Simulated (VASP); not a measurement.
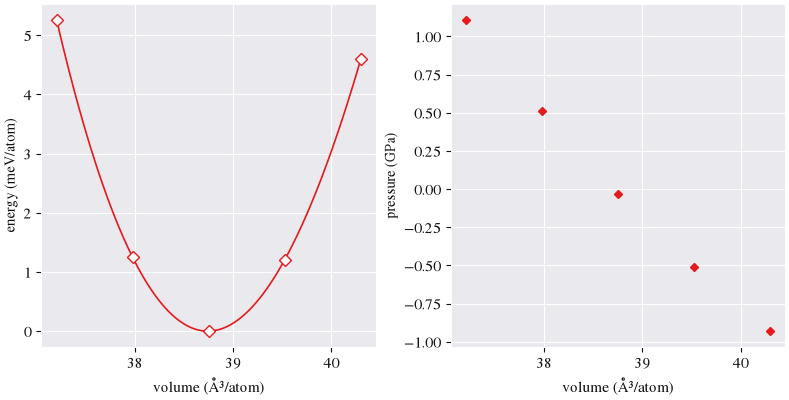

The picture above shows the energy and pressure against volume for CsPbBr₃, space group Pm-3m (No. 221).

The given structure:
```cif
data_structure
_symmetry_space_group_name_H-M 'P 1'
_symmetry_Int_Tables_number 1
_cell_length_a 5.7865
_cell_length_b 5.7865
_cell_length_c 5.7865
_cell_angle_alpha 90.000
_cell_angle_beta 90.000
_cell_angle_gamma 90.000
_cell_volume 193.76
loop_
_atom_site_label
_atom_site_type_symbol
_atom_site_fract_x
_atom_site_fract_y
_atom_site_fract_z
_atom_site_occupancy
Pb1 Pb 0.50000 0.50000 0.50000 1
Cs1 Cs 0.00000 0.00000 0.00000 1
Br1 Br 0.50000 0.50000 0.00000 1
Br2 Br 0.50000 0.00000 0.50000 1
Br3 Br 0.00000 0.50000 0.50000 1
```

Method: plane-wave DFT, no spin polarisation; energies at scaled volumes of the given cell, shape and fractions fixed, counted from the fit's minimum, third-order Birch-Murnaghan fit (VASP 6.6.1). Level: LDA.

- k mesh: 4×4×4
- occupations: Gaussian
- smearing width: 0.02 eV
- potentials: VASP PAW LDA potentials, recommended
- wave cutoff: 520 eV

### Give the fitted equation-of-state parameters.

A third-order Birch–Murnaghan fit gives V0 = 38.74 Å³/atom, B0 = 25.4 GPa and B′ = 4.9.

### What does the pressure do across the range?

It falls from 1.11 GPa at volume 37.20 Å³/atom to −0.93 GPa at 40.30 Å³/atom, and changes sign near 38.71 Å³/atom.

Caveats: spin-orbit coupling left out, heavy elements.

The computed values:

```tsv
volume (Å³/atom)	energy (meV/atom)	pressure (GPa)
37.20	5.26	1.11
37.98	1.25	0.51
38.75	0.00	-0.03
39.53	1.21	-0.51
40.30	4.60	-0.93
```
